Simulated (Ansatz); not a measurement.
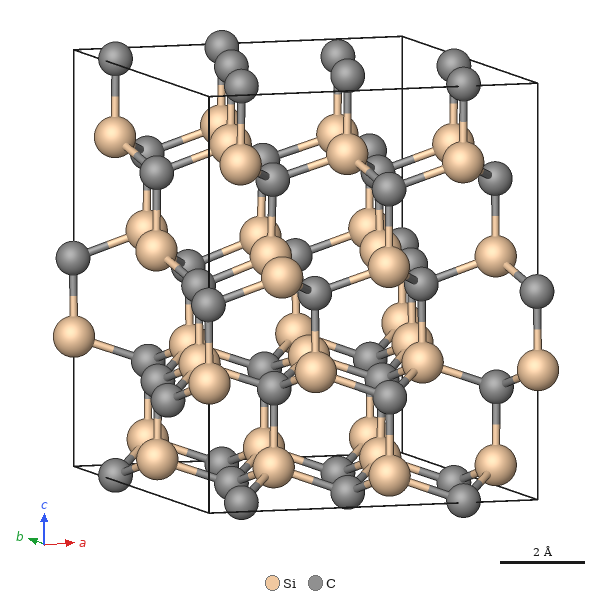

The figure gives a ball-and-stick picture of the atoms, viewed slightly off an axis. The supercell is outlined; an atom on or near a face, edge or corner is repeated at each equivalent position. The host is SiC, in a cell of 64 sites, and the cell carries a charge of +1.

Spot the defect.

A carbon vacancy. Around the empty site lie four Si at about 1.9 to 2.0 Å.

Level of theory: DFT PBE, scalar-relativistic, plane waves, PAW (Ansatz). Settings were 420 eV cutoff, a 2×2×2 mesh of k-points, Gaussian smearing of 0.01 eV, collinear spins.

Does the cell have a net magnetic moment?

Yes, 1.0 μB in the cell.

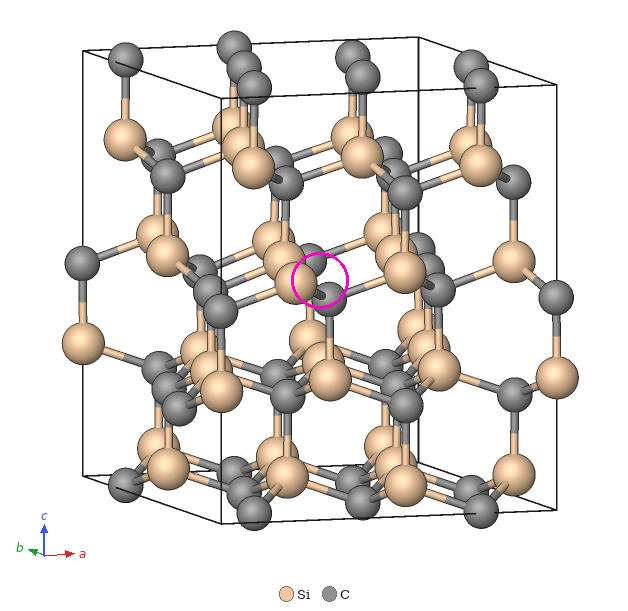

The same cell with a ring at the defect's site.

The atoms were relaxed in the host's cell with DFT PBE, scalar-relativistic, plane waves, PAW (Ansatz 0.2.0).
